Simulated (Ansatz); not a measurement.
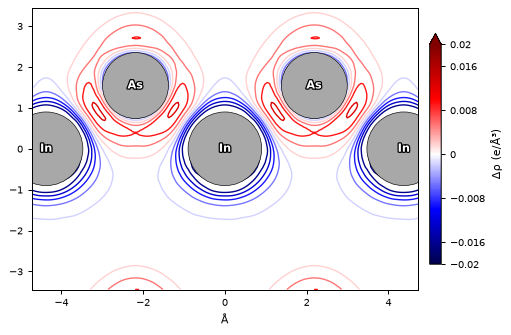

InAs. Difference of the valence pseudo-densities of two functionals at the same geometry, on the (101̄) plane of the calculation cell: r2SCAN less LDA.

Both computed with Ansatz (plane waves, PAW), on the same k-point mesh. Grey discs cover the atomic cores.

```
In As
1.0
     0.00000    3.09316    3.09316
     3.09316    0.00000    3.09316
     3.09316    3.09316    0.00000
In As
1 1
Direct
  0.00000 0.00000 0.00000
  0.25000 0.25000 0.25000
```

Where does the change of functional move the electrons?

Answer. Against LDA, r2SCAN gives less density around In (−0.016 e/Å³ on average at 1.1 Å from the nucleus), more density around As (+0.005 e/Å³ on average at 1.0 Å from the nucleus) and a change of +0.008 e/Å³ at the midpoint of In–As.
